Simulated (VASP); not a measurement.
# From one sheet to two: 2H-MoS2 monolayer, part 2 of 6

What are the lattice, gap and band positions of 2H-MoS2 monolayer, and what does a second sheet change?

VASP 6.6.1, plane waves and PAW; the level of theory is named at each step.

So far, gap on the k-mesh (eV): step 2 (relaxing the monolayer) 1.75.

**3. A second relaxation**

Level of this step: optB86b-vdW, no spin polarisation; plane waves and PAW (Mo, S) (VASP).

The plane waves were chosen for the start cell, so the relaxation is repeated from its end.

The input, INCAR:

```
SYSTEM = MoS2
PREC = Normal
ENCUT = 350
EDIFF = 1E-06
NELM = 120
ISMEAR = 0
SIGMA = 0.03
LREAL = .FALSE.
ALGO = Normal
GGA = MK
AGGAC = 0
LUSE_VDW = .TRUE.
PARAM1 = 0.1234
PARAM2 = 1
LASPH = .TRUE.
NBANDS = 15
LORBIT = 11
LWAVE = .FALSE.
LCHARG = .FALSE.
KPAR = 4
IBRION = 2
NSW = 30
ISIF = 3
EDIFFG = -0.015
POTIM = 0.4
IDIPOL = 3
LDIPOL = .TRUE.
DIPOL = 0.5 0.5 0.5
LATTICE_CONSTRAINTS = .TRUE. .TRUE. .FALSE.
```

The input, POSCAR:

```
MoS2
1.0
    3.1622533470      0.0000000000      0.0000000000
   -1.5811266735      2.7385917316      0.0000000000
    0.0000000000      0.0000000000     22.0000000000
Mo S
1 2
Direct
    0.3333333333      0.6666666667      0.5000000000
    0.6666666667      0.3333333333      0.4285638535
    0.6666666667      0.3333333333      0.5714361465
```

The input, KPOINTS:

```
Automatic mesh
0
Gamma
12 12 1
0 0 0
```

The projector-augmented-wave data sets are Mo and S (PBE family, release 64).

Launch:

```
$ mpirun -np 4 vasp_std
```

The log of the run:

```text
[banner, memory and clock lines left out]
running    4 mpi-ranks, on    1 nodes
 distrk:  each k-point on    1 cores,    4 groups
 distr:  one band on    1 cores,    1 groups

 POSCAR found type information on POSCAR MoS
 POSCAR found :  2 types and       3 ions
 [... a notice as in an earlier step ...]

 [... a notice as in an earlier step ...]

 LDA part: xc-table for (Slater+PW92), standard interpolation
 POSCAR, INCAR and KPOINTS ok, starting setup
 FFT: planning ... GRIDC
 FFT: planning ... GRID_SOFT
 FFT: planning ... GRID
 WAVECAR not read
 entering main loop
       N       E                     dE             d eps       ncg     rms          rms(c)
DAV:   1     0.116942502565E+03    0.11694E+03   -0.51646E+03   570   0.651E+02
DAV:   2    -0.597413050843E+01   -0.12292E+03   -0.11526E+03   879   0.161E+02
DAV:   3    -0.178793349824E+02   -0.11905E+02   -0.11777E+02   780   0.609E+01
DAV:   4    -0.181126450039E+02   -0.23331E+00   -0.23277E+00   720   0.101E+01
DAV:   5    -0.181182911989E+02   -0.56462E-02   -0.56456E-02   774   0.154E+00    0.249E+01
DAV:   6    -0.169883307045E+02    0.11300E+01   -0.48837E+00   682   0.167E+01    0.887E+00
DAV:   7    -0.168357114964E+02    0.15262E+00   -0.28026E+00   704   0.145E+01    0.735E+00
DAV:   8    -0.165806323900E+02    0.25508E+00   -0.39262E-01   710   0.566E+00    0.148E+00
DAV:   9    -0.165833245932E+02   -0.26922E-02   -0.64191E-02   689   0.175E+00    0.707E-01
DAV:  10    -0.165786991796E+02    0.46254E-02   -0.11929E-02   745   0.922E-01    0.964E-02
DAV:  11    -0.165780678305E+02    0.63135E-03   -0.11492E-03   731   0.293E-01    0.706E-02
DAV:  12    -0.165777460032E+02    0.32183E-03   -0.10680E-04   731   0.734E-02    0.382E-02
DAV:  13    -0.165768736481E+02    0.87236E-03   -0.58829E-04   743   0.133E-01    0.102E-01
DAV:  14    -0.165766713334E+02    0.20231E-03   -0.90009E-05   731   0.761E-02    0.210E-02
DAV:  15    -0.165766096557E+02    0.61678E-04   -0.26576E-05   689   0.331E-02    0.121E-02
DAV:  16    -0.165766181675E+02   -0.85118E-05   -0.34485E-05   584   0.346E-02    0.106E-02
DAV:  17    -0.165766561350E+02   -0.37968E-04   -0.99945E-06   667   0.165E-02    0.660E-03
DAV:  18    -0.165767135884E+02   -0.57453E-04   -0.86700E-06   696   0.145E-02    0.613E-03
DAV:  19    -0.165767296241E+02   -0.16036E-04   -0.13485E-06   657   0.747E-03    0.236E-03
DAV:  20    -0.165767386731E+02   -0.90491E-05   -0.68834E-07   570   0.457E-03    0.155E-03
DAV:  21    -0.165767426236E+02   -0.39504E-05   -0.16758E-07   572   0.259E-03    0.595E-04
DAV:  22    -0.165767443004E+02   -0.16769E-05   -0.85217E-08   509   0.132E-03    0.418E-04
DAV:  23    -0.165767448035E+02   -0.50307E-06   -0.27995E-08   516   0.721E-04
   1 F= -.16576745E+02 E0= -.16576745E+02  d E =-.165767E+02
 curvature:   0.00 expect dE= 0.000E+00 dE for cont linesearch  0.000E+00
 trial: gam= 0.00000 g(F)=  0.833E-05 g(S)=  0.280E-07 ort = 0.000E+00 (trialstep = 0.100E+01)
 search vector abs. value=  0.836E-05
 reached required accuracy - stopping structural energy minimisation
```

Elapsed: 22 s, on 4 MPI ranks of AMD EPYC 9R45, shared host; peak memory 1.2 GiB.

OUTCAR, selected parts (step 3):

```text
  LATTYP: Found a hexagonal cell.
 ALAT       =     3.1622533470
 C/A-ratio  =     6.9570643418

The static configuration has the point symmetry D_3h.

 Found     19 irreducible k-points:

   dimension x,y,z NGX =    14 NGY =   14 NGZ =  108
   dimension x,y,z NGXF=    28 NGYF=   28 NGZF=  216

   ENCUT  =  350.0 eV  25.72 Ry    5.07 a.u.   4.82  4.82 33.56*2*pi/ulx,y,z

   NELECT =      18.0000    total number of electrons

 dipolmoment           0.000000      0.000000      0.000000 electrons x Angstroem

 E-fermi :  -2.8018

 k-point     1 :       0.0000    0.0000    0.0000
  band No.  band energies     occupation
    ...
      5      -5.4883      2.00000
      6      -4.7689      2.00000
      7      -4.3623      2.00000
      8      -4.3623      2.00000
      9      -3.0503      2.00000
     10      -0.0978      0.00000
     11      -0.0978      0.00000
     12       0.0993      0.00000
     13       0.0993      0.00000
     14       2.0364      0.00000
    ...

 k-point     2 :       0.0833   -0.0000    0.0000
  band No.  band energies     occupation
    ...
      5      -5.3778      2.00000
      6      -5.2060      2.00000
      7      -4.5286      2.00000
      8      -4.0856      2.00000
      9      -3.0910      2.00000
     10      -0.2434      0.00000
     11      -0.1991      0.00000
     12      -0.0170      0.00000
     13       0.0757      0.00000
     14       2.2089      0.00000
    ...

Total vdW correction in eV:      3.0603068

  Total        0.0010423      0.0010423     -0.0317537      0.0000000     -0.0000000      0.0000000
  in kB        0.0087651      0.0087651     -0.2670287      0.0000000     -0.0000000      0.0000000
  external PRESSURE =      -0.0831662 kB  Pullay stress =       0.0000000 kB

  energy-cutoff  :      350.00
  volume of cell :      190.52
      direct lattice vectors                 reciprocal lattice vectors
     3.162253347  0.000000000  0.000000000     0.316230197  0.182575590  0.000000000
    -1.581126674  2.738591732  0.000000000     0.000000000  0.365151179  0.000000000
     0.000000000  0.000000000 22.000000000     0.000000000  0.000000000  0.045454545

 POSITION                                       TOTAL-FORCE (eV/Angst)
 -----------------------------------------------------------------------------------
     -0.00000      1.82573     11.00000         0.000000     -0.000000      0.000000
      1.58113      0.91286      9.42840        -0.000000      0.000000     -0.010389
      1.58113      0.91286     12.57160        -0.000000      0.000000      0.010389
 -----------------------------------------------------------------------------------
    total drift:                               -0.000003      0.000002      0.000000

  FREE ENERGIE OF THE ION-ELECTRON SYSTEM (eV)
  ---------------------------------------------------
  free  energy   TOTEN  =       -16.5767448035 eV

  energy  without entropy=      -16.5767448035  energy(sigma->0) =      -16.57674480

Total vdW correction in eV:      3.0603069

 vacuum level on the upper side and lower side of the slab         2.511         2.511

 total charge
# of ion       s       p       d       tot
------------------------------------------
    1        0.414   0.603   4.420   5.437
    2        1.367   2.332   0.000   3.698
    3        1.367   2.332   0.000   3.698
--------------------------------------------------
tot          3.147   5.266   4.420  12.834

[... 4 parts as in an earlier step ...]

[... 6 further parts left out ...]
```

Little changed from the start: no atom moved by 0.005 Å and no cell edge by 0.1 %.

This step gave:

* electronic cycles: 23
* Fermi energy: -2.802 eV

The start already met the threshold, so nothing moved.

**4. Vacuum level and density of states**

A static run writes the electrostatic potential without exchange and correlation (LVHAR), which is flat in the vacuum and gives the level to count from. The dipole correction cancels the field that unlike faces would set up across the vacuum.

The input, INCAR:

```
SYSTEM = MoS2
PREC = Normal
ENCUT = 350
EDIFF = 1E-06
NELM = 120
ISMEAR = 0
SIGMA = 0.03
LREAL = .FALSE.
ALGO = Fast
GGA = MK
AGGAC = 0
LUSE_VDW = .TRUE.
PARAM1 = 0.1234
PARAM2 = 1
LASPH = .TRUE.
NBANDS = 15
LORBIT = 11
LWAVE = .FALSE.
LCHARG = .TRUE.
IDIPOL = 3
LDIPOL = .TRUE.
DIPOL = 0.5 0.5 0.5
LVHAR = .TRUE.
LVACPOTAV = .TRUE.
NEDOS = 1500
LELF = .TRUE.
```

POSCAR is that of step 3.

KPOINTS is that of step 3.

The input, KPOINTS_OPT:

```
Line mode
14
Line-mode
Reciprocal
  0.00000000   0.00000000   0.00000000 GAMMA
  0.50000000   0.00000000   0.00000000 M

  0.50000000   0.00000000   0.00000000 M
  0.33333333   0.33333333   0.00000000 K

  0.33333333   0.33333333   0.00000000 K
  0.00000000   0.00000000   0.00000000 GAMMA
```

Launch:

```
$ mpirun -np 4 vasp_std
```

The log of the run:

```text
[banner, memory and clock lines left out]
running    4 mpi-ranks, on    1 nodes
 distrk:  each k-point on    4 cores,    1 groups
 distr:  one band on    1 cores,    4 groups

 POSCAR found type information on POSCAR MoS
 POSCAR found :  2 types and       3 ions
 [... a notice as in an earlier step ...]

 [... a notice as in an earlier step ...]

 LDA part: xc-table for (Slater+PW92), standard interpolation
|                                                                             |
|           W    W    AA    RRRRR   N    N  II  N    N   GGGG   !!!           |
|           W    W   A  A   R    R  NN   N  II  NN   N  G    G  !!!           |
|           W    W  A    A  R    R  N N  N  II  N N  N  G       !!!           |
|           W WW W  AAAAAA  RRRRR   N  N N  II  N  N N  G  GGG   !            |
|           WW  WW  A    A  R   R   N   NN  II  N   NN  G    G                |
|           W    W  A    A  R    R  N    N  II  N    N   GGGG   !!!           |
|                                                                             |
|     The number of bands has been changed from the values supplied in        |
|     The orbitals not found in the WAVECAR file will be initialized with     |
|     random numbers, which is usually adequate. For correlated               |
|     calculations, however, you should redo the groundstate calculation.     |
|     I found NBANDS = 15. Now, NBANDS = 16.                                  |
|                                                                             |

 POSCAR, INCAR and KPOINTS ok, starting setup
 FFT: planning ... GRIDC
 FFT: planning ... GRID_SOFT
 FFT: planning ... GRID
 WAVECAR not read
 entering main loop
       N       E                     dE             d eps       ncg     rms          rms(c)
DAV:   1     0.110146687647E+03    0.11015E+03   -0.51397E+03   608   0.612E+02
DAV:   2    -0.693377610669E+01   -0.11708E+03   -0.10859E+03   920   0.152E+02
DAV:   3    -0.179032617404E+02   -0.10969E+02   -0.10834E+02   808   0.561E+01
DAV:   4    -0.181123834482E+02   -0.20912E+00   -0.20884E+00   752   0.928E+00
DAV:   5    -0.181182923523E+02   -0.59089E-02   -0.59083E-02   864   0.150E+00    0.249E+01
RMM:   6    -0.169483435873E+02    0.11699E+01   -0.41902E+00   679   0.103E+01    0.869E+00
RMM:   7    -0.167265090395E+02    0.22183E+00   -0.10806E+00   633   0.602E+00    0.711E+00
RMM:   8    -0.165905980017E+02    0.13591E+00   -0.62238E-01   702   0.438E+00    0.145E+00
RMM:   9    -0.165785229217E+02    0.12075E-01   -0.70188E-02   719   0.209E+00    0.503E-01
RMM:  10    -0.165784477580E+02    0.75164E-04   -0.13728E-02   755   0.714E-01    0.209E-01
RMM:  11    -0.165775860999E+02    0.86166E-03   -0.20802E-03   748   0.323E-01    0.994E-02
RMM:  12    -0.165771712667E+02    0.41483E-03   -0.98150E-04   784   0.168E-01    0.349E-02
RMM:  13    -0.165766242917E+02    0.54697E-03   -0.47403E-04   737   0.117E-01    0.401E-02
RMM:  14    -0.165766034068E+02    0.20885E-04   -0.98920E-05   792   0.561E-02    0.220E-02
RMM:  15    -0.165766192749E+02   -0.15868E-04   -0.53640E-05   744   0.436E-02    0.194E-02
RMM:  16    -0.165766560653E+02   -0.36790E-04   -0.28769E-05   746   0.266E-02    0.784E-03
RMM:  17    -0.165767078295E+02   -0.51764E-04   -0.12275E-05   730   0.170E-02    0.379E-03
RMM:  18    -0.165767262065E+02   -0.18377E-04   -0.26036E-06   592   0.898E-03    0.169E-03
RMM:  19    -0.165767379702E+02   -0.11764E-04   -0.13447E-06   602   0.542E-03    0.203E-03
RMM:  20    -0.165767414844E+02   -0.35142E-05   -0.31050E-07   511   0.277E-03    0.762E-04
RMM:  21    -0.165767449253E+02   -0.34409E-05   -0.23586E-07   515   0.235E-03    0.481E-04
RMM:  22    -0.165767448248E+02    0.10052E-06   -0.29609E-08   298   0.108E-03
|                                                                             |
|           W    W    AA    RRRRR   N    N  II  N    N   GGGG   !!!           |
|           W    W   A  A   R    R  NN   N  II  NN   N  G    G  !!!           |
|           W    W  A    A  R    R  N N  N  II  N N  N  G       !!!           |
|           W WW W  AAAAAA  RRRRR   N  N N  II  N  N N  G  GGG   !            |
|           WW  WW  A    A  R   R   N   NN  II  N   NN  G    G                |
|           W    W  A    A  R    R  N    N  II  N    N   GGGG   !!!           |
|                                                                             |
|     Did not find any points to average over, which means that no vacuum     |
|     field-free region was found. Please increase the size of  your cell     |
|     in the dimension of the dipole correction to obtain accurate            |
|     workfunction values.                                                    |
|                                                                             |

   1 F= -.16576745E+02 E0= -.16576745E+02  d E =-.467713E-12
 Start KPOINTS_OPT (optional k-point list driver)
k-point batch [1-19\42]
       N       E                     dE             ncg
DAV:   1    -0.290182554561E+03   -0.68455E+04      608
DAV:   2    -0.248797538210E+04   -0.21978E+04      968
DAV:   3    -0.269155058312E+04   -0.20358E+03      784
DAV:   4    -0.269491590325E+04   -0.33653E+01      744
DAV:   5    -0.269500663387E+04   -0.90731E-01      832
DAV:   6    -0.269500958357E+04   -0.29497E-02      808
DAV:   7    -0.269500967111E+04   -0.87546E-04      872
DAV:   8    -0.269500967539E+04   -0.42783E-05      720
DAV:   9    -0.269500967562E+04   -0.22624E-06      584
[...]
k-point batch [39-42\42]
       N       E                     dE             ncg
DAV:   1     0.708893965477E+04   -0.19740E+03      128
DAV:   2     0.670183693821E+04   -0.38710E+03      176
DAV:   3     0.665942042345E+04   -0.42417E+02      176
DAV:   4     0.665839747193E+04   -0.10230E+01      176
DAV:   5     0.665838238634E+04   -0.15086E-01      136
DAV:   6     0.665838163514E+04   -0.75119E-03      200
DAV:   7     0.665838163214E+04   -0.30049E-05      144
DAV:   8     0.665838163203E+04   -0.11087E-06      144
```

It took 11 s on 4 MPI ranks; peak memory 0.78 GiB.

OUTCAR, selected parts (step 4):

```text
The static configuration has the point symmetry D_3h.

 Found     19 irreducible k-points:

   k-points           NKPTS =     19   k-points in BZ     NKDIM =     19   number of bands    NBANDS=     16

   NELECT =      18.0000    total number of electrons

 E-fermi :  -2.8153

 k-point     1 :       0.0000    0.0000    0.0000
  band No.  band energies     occupation
    ...
      5      -5.4883      2.00000
      6      -4.7689      2.00000
      7      -4.3622      2.00000
      8      -4.3622      2.00000
      9      -3.0503      2.00000
     10      -0.0977      0.00000
     11      -0.0977      0.00000
     12       0.0993      0.00000
     13       0.0993      0.00000
     14       2.0354      0.00000
    ...

 k-point     2 :       0.0833   -0.0000    0.0000
  band No.  band energies     occupation
    ...
      5      -5.3778      2.00000
      6      -5.2060      2.00000
      7      -4.5286      2.00000
      8      -4.0855      2.00000
      9      -3.0910      2.00000
     10      -0.2433      0.00000
     11      -0.1991      0.00000
     12      -0.0169      0.00000
     13       0.0758      0.00000
     14       2.2076      0.00000
    ...

Total vdW correction in eV:      3.0603060

  Total        0.0009180      0.0009180     -0.0321957     -0.0000000     -0.0000000      0.0000000
  in kB        0.0077195      0.0077195     -0.2707457     -0.0000000     -0.0000000      0.0000000
  external PRESSURE =      -0.0851022 kB  Pullay stress =       0.0000000 kB

 POSITION                                       TOTAL-FORCE (eV/Angst)
 -----------------------------------------------------------------------------------
     -0.00000      1.82573     11.00000        -0.000000      0.000000      0.000000
      1.58113      0.91286      9.42840         0.000000     -0.000000     -0.010092
      1.58113      0.91286     12.57160         0.000000     -0.000000      0.010092
 -----------------------------------------------------------------------------------
    total drift:                               -0.000003      0.000002      0.000000

  FREE ENERGIE OF THE ION-ELECTRON SYSTEM (eV)
  ---------------------------------------------------
  free  energy   TOTEN  =       -16.5767448248 eV

  energy  without entropy=      -16.5767448248  energy(sigma->0) =      -16.57674482

Total vdW correction in eV:      3.0603052

 vacuum level on the upper side and lower side of the slab         3.137         3.137

[... 9 parts as in an earlier step ...]

[... 5 further parts left out ...]
```

This step gave:

```yaml
electronic_cycles: 22
fermi_energy: -2.815 eV
least_gap_on_mesh_and_path: 1.754 eV
least_direct_gap_on_mesh_and_path: 1.754 eV
vacuum_levels: 3.137, 3.137 eV
ionisation_potentials_of_the_upper_and_lower_face: 6.087, 6.087 eV
electron_affinities_of_the_upper_and_lower_face: 4.332, 4.332 eV
```

Electronic bands along the path, in eV, zero at the valence-band top; v1 is the highest filled band, c1 the lowest empty one:

```tsv
point	v4	v3	v2	v1	c1	c2	c3	c4
Γ	-1.82	-1.41	-1.41	-0.10	2.85	2.85	3.05	3.05
M	-3.11	-1.90	-0.86	-0.64	2.27	2.77	3.94	4.31
K	-3.51	-2.89	-2.18	0.00	1.75	3.00	3.54	4.94
Γ	-1.82	-1.41	-1.41	-0.10	2.85	2.85	3.05	3.05
```

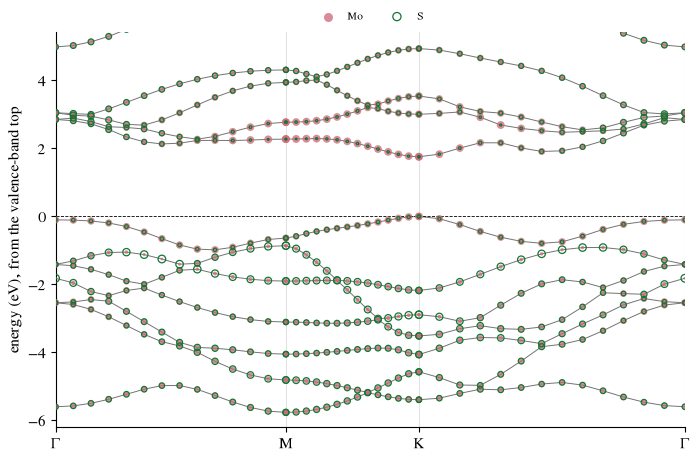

Electronic bands along the path; dots are coloured as in the legend, and their area grows with the weight.

Zero at the Fermi level. Table of planar average of the electrostatic potential by height:

```tsv
height (Å)	planar average of the electrostatic potential (eV)
0	5.95
1	5.95
2	5.95
3	5.95
4	5.95
5	5.95
6	5.95
7	5.92
8	5.34
9	-7.19
10	-7.05
11	-8.38
12	-7.05
13	-7.19
14	5.34
15	5.92
16	5.95
17	5.95
18	5.95
19	5.95
20	5.95
21	5.95
```

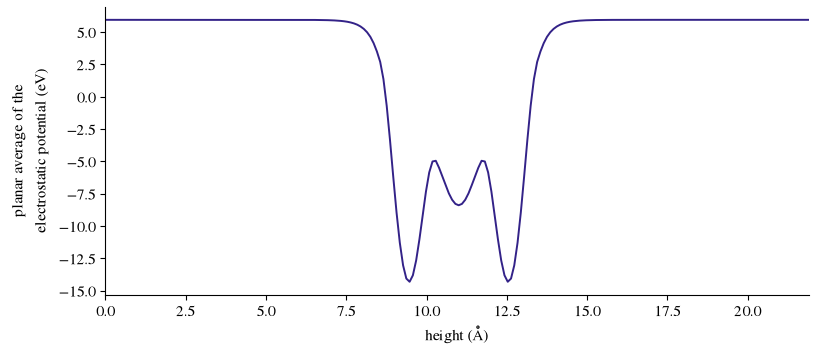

Planar average of the electrostatic potential, plotted against height.

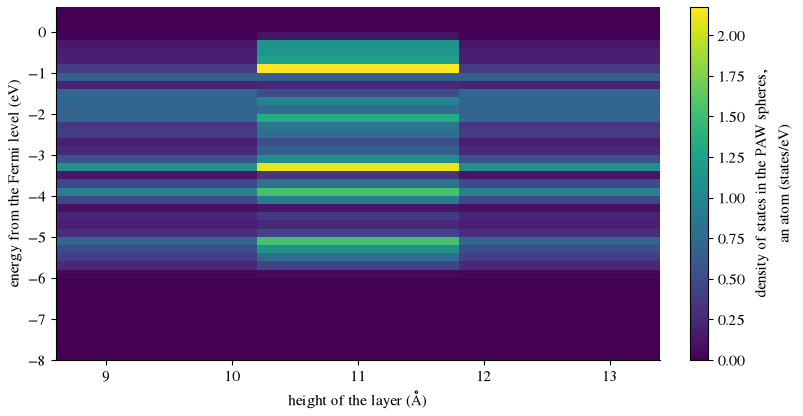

Density of states in the PAW spheres, an atom over height of the layer and energy from the Fermi level.

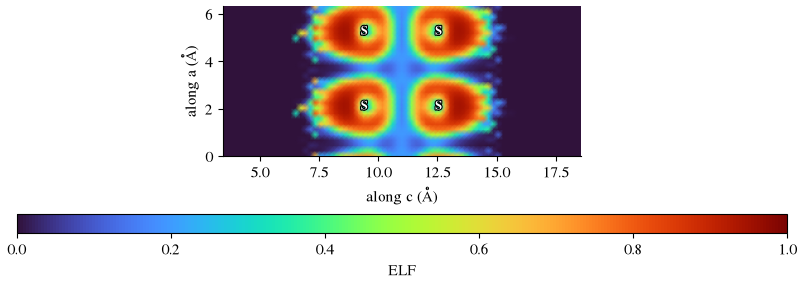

ELF in the ca plane at fractional y = 0.333, with atoms of S within 0.2 Å of it. It is the smooth field of the valence electrons, not physical close to the nuclei. The far vacuum is left out of the map.

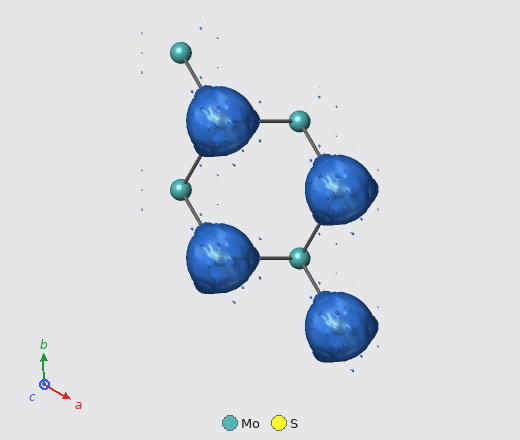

Surface of ELF = 0.85. 2×2×1 cells are drawn.

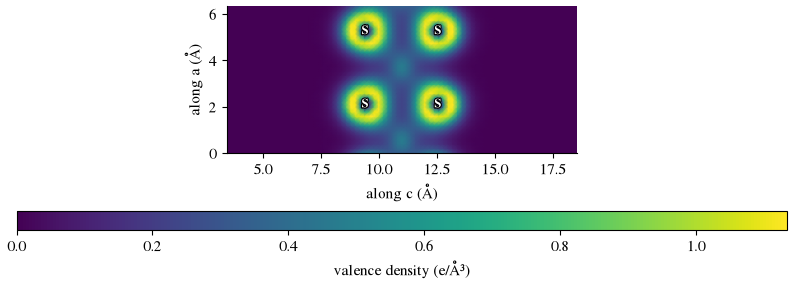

Valence density in the ca plane at fractional y = 0.333, with atoms of S within 0.2 Å of it. It is the smooth field of the valence electrons, not physical close to the nuclei. The far vacuum is left out of the map.

The map of layer states is cut here 0.5 eV above the Fermi level, so it leaves out the states above that.

The vacuum level lies 6.09 eV above the highest filled level at the upper face; both faces agree, as the slab has next to no dipole.

The program found no field-free point at its default tolerance, but its printed level agrees with the flat part of the planar average.

(Part 2 of 6 ends here.)

[Lines on the potential files, build, host, timing and source positions are cut from VASP's logs without a mark.]

[Logs are printed without paths, hosts, clocks, repeated set-up lines and the standing remarks that a program may print on its own settings, such as how far it seeks lower states.]

[Hosts, paths, dates, database ids (printed as entryN), source tags and the programs' standing remarks are cut or masked in the printed files.]

[Runs that stopped without an error message from VASP are left out.]
